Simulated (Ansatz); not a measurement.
# A series of single points on CdSe

System: CdSe (P1, 4 atoms in the cell).
Method: DFT PBE, scalar-relativistic, plane waves, PAW, no spin polarisation (Ansatz 0.2.0).

The 8 runs differ only in the geometry, by a shift of atoms along one path in a fixed cell. The shift s is measured from run 5: Se4 moves along the Cartesian direction (0.71, −0.71, 0.00), and Se3 with it in fixed proportion. The structure derives from an entry of the Crystallography Open Database.

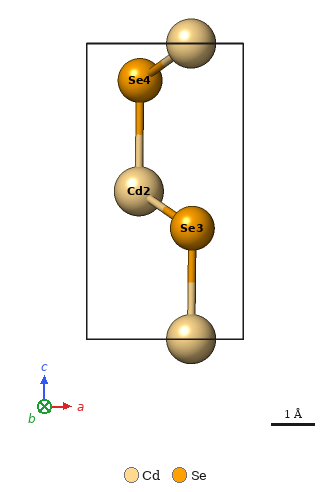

Figure 1. The structure of run 5 (ball-and-stick view of the cell of the calculation, along the b axis; atoms are numbered from 1 in the order of the input). An atom can appear more than once, as a periodic image.

## Input of run 5
```yaml
crystal:
  lattice:
    - [4.2984999142, 0.0, 0.0]
    - [-2.1492499571, 3.7226101239, 0.0]
    - [0.0, 0.0, 7.0152]
  atoms:
    - { symbol: Cd, position: [0.6666666667, 0.3333333333, 0.0] }
    - { symbol: Cd, position: [0.3333333333, 0.6666666667, 0.5] }
    - { symbol: Se, position: [0.6744883675, 0.3119640494, 0.375] }
    - { symbol: Se, position: [0.3411550341, 0.6452973827, 0.875] }
basis:
  ecutwfc: 420
kpoints:
  mp_grid: { grid: [6, 6, 4] }
hamiltonian:
  xc: pbe
scf:
  occupations: { method: gaussian, width: 0.05 }
output:
  forces: true
  stress: true
  eigenvalues: true
```

Command:
```bash
ansatz run input.yaml --threads 1 --pin off --max-ram 2560MiB --backend cpu --events-out ev --progress --plain --runs-dir out
```

Run 3 differs from it as follows:
```diff
-    - { symbol: Se, position: [0.6744883675, 0.3119640494, 0.375] }
-    - { symbol: Se, position: [0.3411550341, 0.6452973827, 0.875] }
+    - { symbol: Se, position: [0.6692739003, 0.3262102387, 0.375] }
+    - { symbol: Se, position: [0.3359405669, 0.659543572, 0.875] }
```

## Results, with one run withheld

```csv
run,shift s of Se4 (Å),"free energy per atom, from the lowest run given (meV)",pressure (GPa),gap on the mesh (eV),force along the path (eV/Å)
1,−0.4125,114.66,4.92,0.68,3.447
2,−0.2625,21.90,3.46,0.66,1.575
3,−0.0750,?,?,?,?
4,−0.0375,0.00,3.11,0.66,−0.770
5,0.0000,9.06,3.26,0.66,−1.166
6,0.0750,38.66,3.73,0.66,−2.004
7,0.1125,59.54,4.06,0.67,−2.455
8,0.1500,84.78,4.45,0.68,−2.935
```

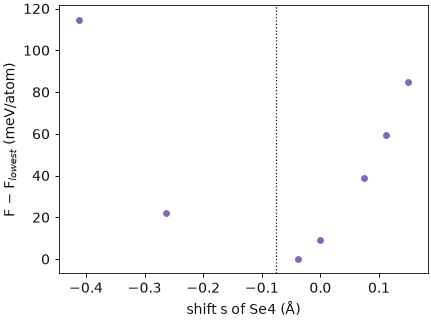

Figure 2. Free energy per atom of the runs given; the dotted line marks run 3.

What should run 3 give?

A cubic polynomial in the coordinate, fitted to the 7 runs given, misses them by at most 0.56 meV per atom. With x = s + 0.0536, it reads F = −3.4614 + 160.39 x + 1341.6 x² − 60.663 x³ (meV per atom). At run 3 it gives −6.28 meV per atom, and the run itself gives −5.40. The slope of the fit gives a force −dF/ds of −0.412 eV/Å along the path (summed over the atoms that move), and the printed forces give −0.383 eV/Å. The fit has its minimum at s = −0.1131 Å. The fit misses that run by 0.88 meV per atom.

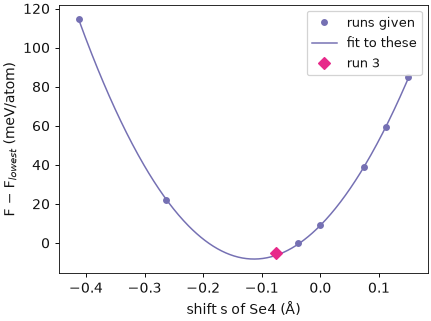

Figure 3. The fit and the withheld run.

## Output, shortened to warnings, some set-up lines, iterations and results (run 3)
```
Basis set: ecut = 420 eV, 2189 PW (Γ), exchange–correlation on 60×60×96 points (8 copies of the dense FFT grid, shifted against one another)
Symmetry: 1 space group operations
k-points: 76 of 144 (time reversal used)
Initial density: superposition of atomic densities (neutral atoms: chi_scale 0, normalization atom), corrected by the library's trained network
[...]
SCF iter   1: F=—  HF=-27449.516293 eV  |F-HF|=—  |Δ(HF+E_count)|=         —  Δρ=8.29e-4  dr2=1.54e-3  ethr=1.77e-3  ⟨swp⟩=6.3  Hψ=12207  notcnv=0  defer=48
SCF iter   2: F=—  HF=-27449.517503 eV  |F-HF|=—  |Δ(HF+E_count)|=   1.21e-3  Δρ=4.78e-4  dr2=4.66e-4  ethr=2.14e-6  ⟨swp⟩=2.0  Hψ=5320  notcnv=0  defer=77
SCF iter   3: F=—  HF=-27449.517546 eV  |F-HF|=—  |Δ(HF+E_count)|=   4.29e-5  Δρ=2.19e-4  dr2=4.02e-5  ethr=6.48e-7  ⟨swp⟩=2.0  Hψ=4485  notcnv=0  defer=27
SCF iter   4: F=—  HF=-27449.517524 eV  |F-HF|=—  |Δ(HF+E_count)|=   2.19e-5  Δρ=9.52e-5  dr2=1.08e-5  ethr=5.58e-8  ⟨swp⟩=2.5  Hψ=5185  notcnv=0  defer=27
SCF iter   5: F=—  HF=-27449.517538 eV  |F-HF|=—  |Δ(HF+E_count)|=   1.40e-5  Δρ=3.29e-5  dr2=1.82e-6  ethr=1.50e-8  ⟨swp⟩=2.0  Hψ=4165  notcnv=0  defer=27
SCF iter   6: F=-27449.517540 eV  HF=-27449.517540 eV  |F-HF|=1.79e-7  |Δ(HF+E_count)|=   1.71e-6  Δρ=9.31e-6  dr2=8.96e-8  ethr=1.39e-10  ⟨swp⟩=6.9  Hψ=15307  notcnv=0
SCF 1 converged in 6 iterations: F = -27449.517540 eV  dr2 = 8.96e-8
SCF converged after 6 iterations
Free energy (F): -27449.517540 eV
Harris-Foulkes:  -27449.517540 eV  (|F-HF|=1.79e-7)
Internal energy: -27449.517540 eV  (E = F + TS)
E sigma→0 (E₀):  -27449.517540 eV
Fermi energy:    7.854157 eV
--- Per-component energies (eV) ---
  E_band       = -1777.898427
  E_kinetic    = 1248.274608
  E_local      = -12765.212878  (includes V_loc(G=0)·N_el)
  E_nonlocal   = -1124.726975
  E_hartree    = 6073.117686
  E_xc         = -562.494264
  E_vxc        = -640.412316  (∫ρ·V_xc dr)
  E_paw        = -11989.157976  (= ΣΔE_a)
  E_vpaw       = -642.064815  (= ΣTr[D̂ρ^β])
  E_aug_tail   = -0.001166  (compensation charges beyond the density's cutoff)
  E_ewald      = -8329.316573
  E_smearing   = -0.000000  (= −TS)
  E_closure    = -0.000000  (closes the sum)
  Σ components = -27449.517540   (vs F -27449.517540, Δ=0.00e0)
--- Forces (eV/Å), atoms counted from 1 ---
  atom   1  Cd     0.14542133    -0.13523665    -0.01290346
  atom   2  Cd     0.12504715    -0.13523186    -0.01325791
  atom   3  Se    -0.12428913     0.13523994     0.01325125
  atom   4  Se    -0.14619889     0.13524623     0.01294410
  max |Σ_I F_I| component: 3.40e-5 eV/Å
--- Stress (GPa, compression-positive) ---
        2.979721      -0.019054       0.317427
       -0.019054       2.979668      -0.317427
        0.317427      -0.317427       3.117265
  P = ⅓ Tr σ = 3.0256 GPa (30.256 kbar)
```
